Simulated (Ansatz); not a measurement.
**AlCu3: elastic-constant calculation (part 2 of 2)**

The same run, continued: AlCu3 (Pm-3m, 4 atoms in the cell); DFT r2SCAN, scalar-relativistic, plane waves, PAW, no spin polarisation (Ansatz 0.2.0); cutoff 500 eV, 12×12×12 k-mesh, Fermi–Dirac smearing of 0.15 eV. The structure derives from a Materials Project entry. It belongs to a series of runs on one base structure; here: elastic constants, atoms relaxed.

Geometry of the input (Å; fractional positions):
```
3.6423  0.0000  0.0000
0.0000  3.6423  0.0000
0.0000  0.0000  3.6423
Al 0.0000  0.0000  0.0000
Cu 0.5000  0.5000  0.0000
Cu 0.5000  0.0000  0.5000
Cu 0.0000  0.5000  0.5000
```

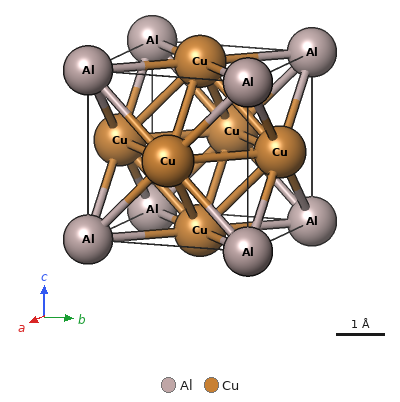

The input geometry (ball-and-stick view of the cell of the calculation, seen slightly off an axis).

The program's output, continued:
```
SCF iter   1: F=—  HF=-20434.923264 eV  |F-HF|=—  |Δ(HF+E_count)|=         —  Δρ=3.10e-4  dr2=2.95e-5  dr2_τ=4.70e-4  ethr=5.73e-8  ⟨swp⟩=3.1  Hψ=49615  notcnv=0  defer=39
preconditioner: auto → Kerker (q_TF=auto, 2.829 Å⁻¹)  [metal: Δε(μ)=0.086 eV  Ē_g=10.844 eV  σ=0.150 eV  W_gap=0.14  n_scr=18 (ndim 8)  ℏωp=32.1 eV  f_vac=0.002  D(μ)=1.09/eV (n_scr^D=6)]
SCF iter   2: F=—  HF=-20434.923815 eV  |F-HF|=—  |Δ(HF+E_count)|=   5.52e-4  Δρ=1.13e-4  dr2=3.37e-6  dr2_τ=3.18e-7  ethr=4.91e-8  ⟨swp⟩=2.0  Hψ=20280  notcnv=0  defer=39
SCF iter   3: F=—  HF=-20434.923812 eV  |F-HF|=—  |Δ(HF+E_count)|=   3.57e-6  Δρ=6.03e-5  dr2=1.21e-6  dr2_τ=2.63e-8  ethr=5.62e-9  ⟨swp⟩=1.2  Hψ=11145  notcnv=0  defer=39
SCF iter   4: F=—  HF=-20434.923812 eV  |F-HF|=—  |Δ(HF+E_count)|=   4.69e-7  Δρ=1.68e-5  dr2=1.22e-7  dr2_τ=8.09e-10  ethr=2.02e-9  ⟨swp⟩=2.1  Hψ=15714  notcnv=0  defer=39
SCF iter   5: F=—  HF=-20434.923812 eV  |F-HF|=—  |Δ(HF+E_count)|=   6.46e-8  Δρ=3.35e-5  dr2=3.45e-7  dr2_τ=1.80e-9  ethr=2.03e-10  ⟨swp⟩=2.1  Hψ=19216  notcnv=0  defer=39  recentre
SCF iter   6: F=—  HF=-20434.923812 eV  |F-HF|=—  |Δ(HF+E_count)|=   7.00e-8  Δρ=4.38e-6  dr2=7.15e-9  dr2_τ=8.07e-11  ethr=2.03e-10  ⟨swp⟩=2.0  Hψ=16587  notcnv=0  defer=39
SCF iter   7: F=—  HF=-20434.923812 eV  |F-HF|=—  |Δ(HF+E_count)|=   2.24e-9  Δρ=3.54e-6  dr2=3.81e-9  dr2_τ=3.49e-11  ethr=1.19e-11  ⟨swp⟩=2.0  Hψ=15795  notcnv=0  defer=39
SCF iter   8: F=—  HF=-20434.923812 eV  |F-HF|=—  |Δ(HF+E_count)|=  3.86e-10  Δρ=1.45e-6  dr2=8.25e-10  dr2_τ=7.62e-12  ethr=6.36e-12  ⟨swp⟩=2.0  Hψ=15459  notcnv=0  defer=39
SCF iter   9: F=—  HF=-20434.923812 eV  |F-HF|=—  |Δ(HF+E_count)|=  3.27e-10  Δρ=4.13e-7  dr2=7.85e-11  dr2_τ=7.26e-13  ethr=1.37e-12  ⟨swp⟩=2.1  Hψ=16333  notcnv=0  defer=39
SCF iter  10: F=—  HF=-20434.923812 eV  |F-HF|=—  |Δ(HF+E_count)|=  1.82e-11  Δρ=9.94e-8  dr2=3.54e-12  dr2_τ=5.77e-14  ethr=1.31e-13 (applied; sched 1.00e-12)  ⟨swp⟩=2.0  Hψ=16354  notcnv=0  defer=379
SCF iter  11: F=—  HF=-20434.923812 eV  |F-HF|=—  |Δ(HF+E_count)|=  3.64e-12  Δρ=2.29e-8  dr2=2.05e-13  dr2_τ=3.61e-15  ethr=5.90e-15 (applied; sched 1.00e-12)  ⟨swp⟩=2.0  Hψ=16485  notcnv=0  defer=409
SCF iter  12: F=-20434.923812 eV  HF=-20434.923812 eV  |F-HF|=0.00e0  |Δ(HF+E_count)|=  3.64e-12  Δρ=1.82e-8  dr2=9.72e-14  dr2_τ=4.57e-16  ethr=1.00e-12  ⟨swp⟩=4.0  Hψ=35245  notcnv=0
SCF 5 converged in 12 iterations: F = -20434.923812 eV  dr2 = 9.72e-14
iter 1 solved again at ethr=1.20e-10 eV; its pass at ethr=3.10e-3 eV (dr2=7.19e-8 eV) is discarded
SCF iter   1: F=—  HF=-20434.923802 eV  |F-HF|=—  |Δ(HF+E_count)|=         —  Δρ=7.11e-5  dr2=7.02e-8  dr2_τ=2.04e-8  ethr=1.20e-10  ⟨swp⟩=2.1  Hψ=46979  notcnv=0  defer=40
preconditioner: auto → Kerker (q_TF=auto, 2.829 Å⁻¹)  [metal: Δε(μ)=0.083 eV  Ē_g=10.844 eV  σ=0.150 eV  W_gap=0.14  n_scr=18 (ndim 8)  ℏωp=32.1 eV  f_vac=0.002  D(μ)=1.09/eV (n_scr^D=6)]
SCF iter   2: F=—  HF=-20434.923810 eV  |F-HF|=—  |Δ(HF+E_count)|=   7.20e-6  Δρ=3.62e-5  dr2=1.66e-8  dr2_τ=1.15e-7  ethr=1.17e-10  ⟨swp⟩=2.0  Hψ=16449  notcnv=0  defer=40
SCF iter   3: F=—  HF=-20434.923812 eV  |F-HF|=—  |Δ(HF+E_count)|=   1.99e-6  Δρ=1.82e-5  dr2=1.18e-8  dr2_τ=2.70e-8  ethr=2.77e-11  ⟨swp⟩=2.0  Hψ=16978  notcnv=0  defer=40
SCF iter   4: F=—  HF=-20434.923812 eV  |F-HF|=—  |Δ(HF+E_count)|=   6.06e-7  Δρ=1.84e-6  dr2=5.09e-10  dr2_τ=2.01e-10  ethr=1.97e-11  ⟨swp⟩=2.0  Hψ=16433  notcnv=0  defer=40
SCF iter   5: F=—  HF=-20434.923812 eV  |F-HF|=—  |Δ(HF+E_count)|=   4.35e-9  Δρ=1.52e-6  dr2=6.11e-10  dr2_τ=2.06e-11  ethr=8.48e-13 (applied; sched 1.00e-12)  ⟨swp⟩=2.0  Hψ=17097  notcnv=0  defer=48
SCF iter   6: F=—  HF=-20434.923812 eV  |F-HF|=—  |Δ(HF+E_count)|=  3.57e-10  Δρ=5.49e-7  dr2=1.17e-10  dr2_τ=1.10e-12  ethr=1.00e-12  ⟨swp⟩=2.0  Hψ=15416  notcnv=0  defer=40
SCF iter   7: F=—  HF=-20434.923812 eV  |F-HF|=—  |Δ(HF+E_count)|=  1.46e-11  Δρ=1.44e-7  dr2=6.45e-12  dr2_τ=9.16e-14  ethr=1.94e-13 (applied; sched 1.00e-12)  ⟨swp⟩=2.0  Hψ=15332  notcnv=0  defer=198
SCF iter   8: F=—  HF=-20434.923812 eV  |F-HF|=—  |Δ(HF+E_count)|=  3.64e-12  Δρ=1.10e-7  dr2=4.71e-12  dr2_τ=6.42e-14  ethr=1.08e-14 (applied; sched 1.00e-12)  ⟨swp⟩=2.0  Hψ=16893  notcnv=0  defer=406
SCF iter   9: F=—  HF=-20434.923812 eV  |F-HF|=—  |Δ(HF+E_count)|=  3.64e-12  Δρ=1.86e-8  dr2=1.30e-13  dr2_τ=1.39e-15  ethr=7.84e-15 (applied; sched 1.00e-12)  ⟨swp⟩=2.0  Hψ=16086  notcnv=0  defer=407
SCF iter  10: F=-20434.923812 eV  HF=-20434.923812 eV  |F-HF|=0.00e0  |Δ(HF+E_count)|=  3.64e-12  Δρ=6.16e-9  dr2=1.65e-14  dr2_τ=1.69e-16  ethr=1.00e-12  ⟨swp⟩=3.1  Hψ=30868  notcnv=0
SCF 6 converged in 10 iterations: F = -20434.923812 eV  dr2 = 1.65e-14
SCF converged after 2 iterations
Free energy (F): -20434.924200 eV
Harris-Foulkes:  -20434.924200 eV  (|F-HF|=0.00e0)
Internal energy: -20434.841961 eV  (E = F + TS)
E sigma→0 (E₀):  -20434.883081 eV
Entropy (-TS):   -0.082239 eV (-20.560 meV/atom)
Fermi energy:    15.224583 eV
--- Per-component energies (eV) ---
  E_band       = -1237.503110
  E_kinetic    = 924.176573
  E_local      = -13981.811101  (includes V_loc(G=0)·N_el)
  E_nonlocal   = 1190.241458
  E_hartree    = 6239.323739
  E_xc         = -290.205832
  E_vxc        = -409.054174  (∫ρ·V_xc dr)
  E_paw        = -5503.053712  (= ΣΔE_a)
  E_vpaw       = -1468.581996  (= ΣTr[D̂ρ^β])
  E_aug_tail   = 0.000427  (compensation charges beyond the density's cutoff)
  E_vtau       = 28.878220  (kinetic-family band-sum trace: ∫τ·v_τ [+ j·A + Jᵃ·Aᵃ] dr)
  E_ewald      = -9012.550081
  E_core_change = -0.963432  (= ΣΔE_core)
  E_smearing   = -0.082239  (= −TS)
  E_closure    = -0.000000  (closes the sum)
  Σ components = -20434.924200   (vs F -20434.924200, Δ=0.00e0)
--- Forces (eV/Å), atoms counted from 1 ---
  atom   1  Al    -0.00000000    -0.00000000    -0.00000000
  atom   2  Cu     0.00000000    -0.00000000    -0.00000000
  atom   3  Cu     0.00000000    -0.00000000     0.00000000
  atom   4  Cu     0.00000000    -0.00000000     0.00000000
  max |Σ_I F_I| component: 1.18e-28 eV/Å
--- Stress (GPa, compression-positive) ---
       -0.000162       0.000000       0.000000
        0.000000      -0.000162       0.000000
        0.000000       0.000000      -0.000162
  P = ⅓ Tr σ = -0.0002 GPa (-0.002 kbar)
--- Band table (eV; the first three rows and the last of 84) ---
  k-point 0: bands = ["-101.8012", "-101.7888", "-101.7888", "-57.6588", "-57.6588", "-57.6588", "-57.6398", "-57.6398", "-57.6398", "-57.5263", "-57.5263", "-57.5263", "4.0303", "9.6465", "10.2201", "10.2201", "10.5373", "10.5373", "10.5373", "11.9902", "11.9902", "11.9902", "12.5987", "12.5987", "12.8372", "13.1121", "13.1121", "13.1121", "14.8884", "14.8884", "14.8884", "19.7693", "19.7693", "20.7265", "26.3788", "26.3788", "26.3788", "27.6892"]
  k-point 1: bands = ["-101.8010", "-101.7890", "-101.7888", "-57.6583", "-57.6583", "-57.6582", "-57.6399", "-57.6399", "-57.6398", "-57.5270", "-57.5266", "-57.5266", "4.1148", "9.6688", "10.1806", "10.2648", "10.5485", "10.5485", "10.5540", "11.9635", "11.9635", "11.9733", "12.5668", "12.5995", "12.8142", "12.9950", "12.9950", "13.1122", "14.4195", "15.1025", "15.1025", "19.7838", "20.1269", "21.0592", "25.8188", "25.8188", "26.0762", "27.2174"]
  k-point 2: bands = ["-101.8005", "-101.7895", "-101.7888", "-57.6571", "-57.6571", "-57.6567", "-57.6404", "-57.6404", "-57.6399", "-57.5287", "-57.5274", "-57.5274", "4.3670", "9.6894", "10.0685", "10.3936", "10.5805", "10.5805", "10.6019", "11.8893", "11.8893", "11.9248", "12.4674", "12.5993", "12.7478", "12.7535", "12.7535", "13.1123", "13.4980", "15.6338", "15.6338", "19.8272", "20.4503", "22.3429", "24.4535", "24.4535", "25.3684", "26.2303"]
  k-point 83: bands = ["-101.7929", "-101.7929", "-101.7929", "-57.6740", "-57.6740", "-57.6740", "-57.6161", "-57.6161", "-57.6161", "-57.5933", "-57.5077", "-57.5077", "8.5519", "9.9644", "9.9644", "9.9644", "11.4740", "11.4740", "11.4740", "12.0341", "12.0341", "12.0341", "12.0512", "12.0512", "12.0512", "12.2083", "12.2083", "12.9267", "12.9267", "12.9267", "13.7174", "16.7620", "17.1087", "17.1087", "17.1087", "32.6622", "32.6622", "34.2825"]
--- Elastic constants: 2 strain directions × 2 members + reference (group order 48) ---
  dense FFT box of the reference and of every strained cell: 27×27×27
  strains applied: 11, 23; error gains: componentwise 1.00 (the most a stress slope's error grows in a printed constant), spectral 1.73 (1 for all six strains in a standard setting)
  C = ∂σ_k/∂η_j (tension-positive GPa; Voigt order 11 22 33 23 13 12):
       175.027    138.771    138.771     -0.000     -0.000     -0.000
       138.771    175.027    138.771     -0.000     -0.000     -0.000
       138.771    138.771    175.027     -0.000     -0.000     -0.000
        -0.000     -0.000     -0.000    102.203      0.000      0.000
         0.000      0.000     -0.000      0.000    102.203      0.000
        -0.000     -0.000      0.000      0.000      0.000    102.203
  reference stress σ⁰ (GPa):      0.000      0.000      0.000     -0.000     -0.000     -0.000
  C* (energy form; C + prestress term) asymmetry max|C*_kj − C*_jk| = 2.842e-14 GPa — a small one proves nothing (zero by symmetry where the batch's group is 432, −43m or m−3m); a large one is finite-difference/SCF noise where every solve meets its electron count
  moduli (Voigt/Reuss/Hill, GPa): K = 150.86/150.86/150.86   G = 68.57/35.80/52.18   E = 140.37   ν = 0.345
  mechanically stable: yes (min eigenvalue of sym C = 36.26 GPa)
  strain η (Voigt 11):  stress-route row diagonal C_11 = 175.03 GPa, energy-path curvature d²(F+E_count+ΔE)/dδ²/Ω₀ = 175.00 GPa
         δ    σ_11 (GPa)             F (eV)   n_scf  n_hpsi   n_pw
    -5.000e-3      -0.8818      -20434.9235323      15  196313   1240   relax 0 steps, max|allowed force component| 1.02e-28 eV/Å
     5.000e-3       0.8685      -20434.9235396      10  140556   1255   relax 0 steps, max|allowed force component| 1.23e-28 eV/Å
  strain η (Voigt 23):  stress-route row diagonal C_44 = 102.20 GPa, energy-path curvature d²(F+E_count+ΔE)/dδ²/Ω₀ = 102.23 GPa
         δ    σ_23 (GPa)             F (eV)   n_scf  n_hpsi   n_pw
    -5.000e-3      -0.5110      -20434.9238122      12  253646   1249   relax 0 steps, max|allowed force component| 2.79e-28 eV/Å
     5.000e-3       0.5110      -20434.9238122      10  213947   1249   relax 0 steps, max|allowed force component| 5.37e-28 eV/Å
```

File elastic.tsv:
```
# convention: tension-positive GPa; Voigt order 11 22 33 23 13 12; engineering shear strains; stresses and constants hold the Pulay correction, whose part of sigma0, of c and of each member's stress the lines and columns named pulay_correction_..._gpa give (of c_energy it is that of c and, on the columns of strains 1 to 3, that of sigma0; of a layer's constants it is that of c in the plane, times a tenth of its plane spacing in ang); where a line pulay_correction_withheld stands none holds it
# sigma0_gpa = 1.6245844116e-4 1.6245844116e-4 1.6245844117e-4 -0.0000000000e0 -0.0000000000e0 -1.0422500324e-16
# pulay_correction_sigma0_gpa = -5.9088416737e-2 -5.9088416737e-2 -5.9088416737e-2 -0.0000000000e0 -0.0000000000e0 1.1309136636e-20
# c_energy_asymmetry_gpa = 2.8421709430e-14
# group_order = 48
# error_gain_componentwise = 1.0000000000e0	error_gain_spectral = 1.7320508076e0
# k_voigt_gpa = 1.5085619186e2	k_reuss_gpa = 1.5085619186e2	k_hill_gpa = 1.5085619186e2
# g_voigt_gpa = 6.8572999267e1	g_reuss_gpa = 3.5796314898e1	g_hill_gpa = 5.2184657083e1
# youngs_gpa = 1.4036840813e2	poisson = 3.4492028865e-1
# min_eigenvalue_gpa = 3.6256247799e1	stable = true
# k	c_k1_gpa	c_k2_gpa	c_k3_gpa	c_k4_gpa	c_k5_gpa	c_k6_gpa	c_energy_k1_gpa	c_energy_k2_gpa	c_energy_k3_gpa	c_energy_k4_gpa	c_energy_k5_gpa	c_energy_k6_gpa	pulay_correction_c_k1_gpa	pulay_correction_c_k2_gpa	pulay_correction_c_k3_gpa	pulay_correction_c_k4_gpa	pulay_correction_c_k5_gpa	pulay_correction_c_k6_gpa
1	1.7502702372e2	1.3877077592e2	1.3877077592e2	-6.3249950587e-62	-5.1314456209e-30	-5.1314456209e-30	1.7502718618e2	1.3877093838e2	1.3877093838e2	-6.3249950587e-62	-5.1314456209e-30	-5.1314456209e-30	3.4013609491e-2	4.1297284329e-3	4.1297284329e-3	-1.8822775731e-66	-1.5270849890e-34	-1.5270849890e-34
2	1.3877077592e2	1.7502702372e2	1.3877077592e2	-7.1512518360e-62	-5.1314456209e-30	-6.4721238924e-30	1.3877093838e2	1.7502718618e2	1.3877093838e2	-7.1512518360e-62	-5.1314456209e-30	-6.4721238924e-30	4.1297284329e-3	3.4013609491e-2	4.1297284329e-3	-8.6926235834e-66	-1.5270849890e-34	-1.2577503175e-33
3	1.3877077592e2	1.3877077592e2	1.7502702372e2	-7.1512518360e-62	-6.4721238924e-30	-5.1314456209e-30	1.3877093838e2	1.3877093838e2	1.7502718618e2	-7.1512518360e-62	-6.4721238924e-30	-5.1314456209e-30	4.1297284329e-3	4.1297284329e-3	3.4013609491e-2	-8.6926235834e-66	-1.2577503175e-33	-1.5270849890e-34
4	-6.4438832699e-79	-8.7062010880e-63	-8.7062010880e-63	1.0220291618e2	2.3544364874e-31	2.3544364874e-31	-6.4438832699e-79	-8.7062010880e-63	-8.7062010880e-63	1.0220291618e2	2.3544364874e-31	2.3544364874e-31	1.1069629162e-82	1.4955953331e-66	1.0504905950e-66	1.1015434503e-2	-2.8408640711e-35	-4.0445702863e-35
5	2.7949671775e-61	9.3165570843e-62	-3.7792446081e-30	2.3544364874e-31	1.0220291618e2	4.7019774033e-38	2.7949671775e-61	9.3165570843e-62	-3.7792446081e-30	2.3544364874e-31	1.0220291618e2	4.7019774033e-38	-1.2605887140e-65	-4.2019623801e-66	1.7045184427e-34	1.6840146701e-36	1.1015434503e-2	1.0378541696e-68
6	-1.5777218104e-30	-6.2380098724e-31	1.3205941807e-61	2.3544364874e-31	1.4510335147e-63	1.0220291618e2	-1.0422500324e-16	-1.0422500324e-16	-1.0422500324e-16	2.3544364874e-31	1.4510335147e-63	1.0220291618e2	-2.4606378831e-35	2.9135472032e-34	1.0691058840e-50	1.1603610512e-34	7.1512771033e-67	1.1015434503e-2
```

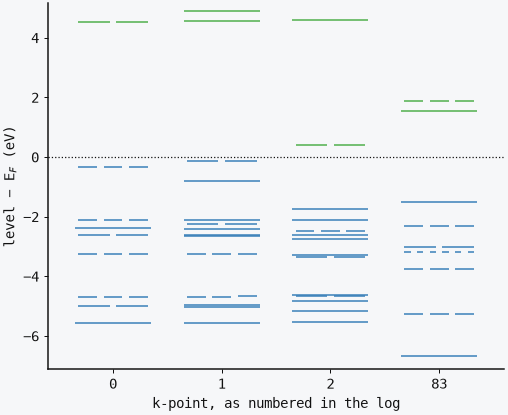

Kohn–Sham levels near the Fermi level (dotted) at the few k-points that the log prints; levels within 0.02 eV of each other stand side by side. The system is metallic on the full mesh.

Results in brief:

```csv
quantity,value
outcome,converged
space group (tolerance 0.01 Å),Pm-3m (221)
electrons treated,60
free energy,−20434.9242 eV
Fermi energy,15.225 eV
gap on the k-point mesh,none (metallic)
pressure,0.00 GPa
bulk modulus (Hill),150.9 GPa
shear modulus (Hill),52.2 GPa
largest force (length of the vector),under 0.001 eV/Å
elastic stability,stable
wall time,3.5 min
peak memory,0.92 GiB
```

Notes:

Results for this metal are sensitive to the k-point mesh.
